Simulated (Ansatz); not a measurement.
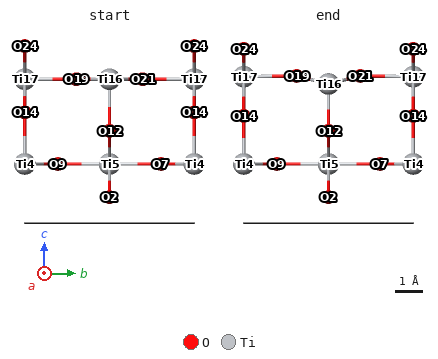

The structure of a slab of composition TiO₂ (cut from the P4_2/mnm phase) before (left) and after (right) a constrained relaxation, at one scale.

The picture is a ball-and-stick view of the cell of the calculation, outlined in the plane, without the vacuum (origin shifted), seen along the a axis.

Case: clean slab, lower planes held. The slab is the (1 1 0) face of TiO2. 12 atoms are held fixed.

Level of theory: DFT PBE+D3(BJ), scalar-relativistic, plane waves, PAW (Ansatz 0.2.0). Set-up: plane-wave cutoff 420 eV; k-point mesh 3 × 3 × 1; occupations gaussian; smearing width 0.05 eV; no spin polarisation; dipole correction; atoms relaxed in a fixed cell; force threshold 0.03 eV/Å; at most 70 steps.

Q: What changed between the two?

A: The energy falls by 2.154 eV per cell of the calculation in 4 accepted moves (5 points after the start). The largest force component goes from 4 to 0.025 eV/Å. The line search rejected the trial step at point 4 of the run. The largest moves, 0.18 Å, are those of Ti atoms. By element the largest moves are Ti 0.18 Å, O 0.14 Å. The cell doesn't change. Near-neighbour distances that change, for instance: O–Ti 1.984 → 1.802 Å, O–Ti 1.951 → 2.109 Å, O–Ti 1.984 → 1.851 Å, O–Ti 1.951 → 1.824 Å. Bond angles that change, for instance: O–Ti–O 180.0° → 161.8°, Ti–O–Ti 98.4° → 108.2°, O–Ti–O 98.4° → 108.2°.
